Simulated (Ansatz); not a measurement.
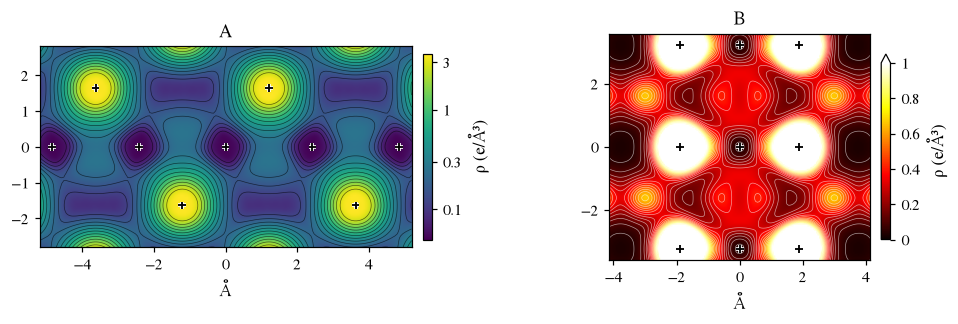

The valence charge density (pseudo) of 2 systems, each on a plane through atoms (crosses mark nuclei in the plane).

All numbers below come from DFT, r2SCAN, plane waves, PAW (Ansatz).

System 1: AlN, the (110) plane of the conventional cell. Space group P6₃/mmc; started from the NiAs prototype, which need not be the ambient phase.

System 2: SiO₂, the (11̄0) plane of the conventional cell. Space group R-3m; started from the fluorite prototype, which need not be the ambient phase; changed on purpose from its base cell (epitaxial 111 strain +1.0%); computed pressure about 6 GPa in this cell.

Which map belongs to which system?

Panel A is system 1, AlN: the plane holds Al and N. Al–N (2.03 Å): ρ at the midpoint is about 0.54 e/Å³. Panel B is system 2, SiO₂: the plane holds Si and O. Si–O (1.88 Å): ρ is about 0.77 e/Å³ halfway.
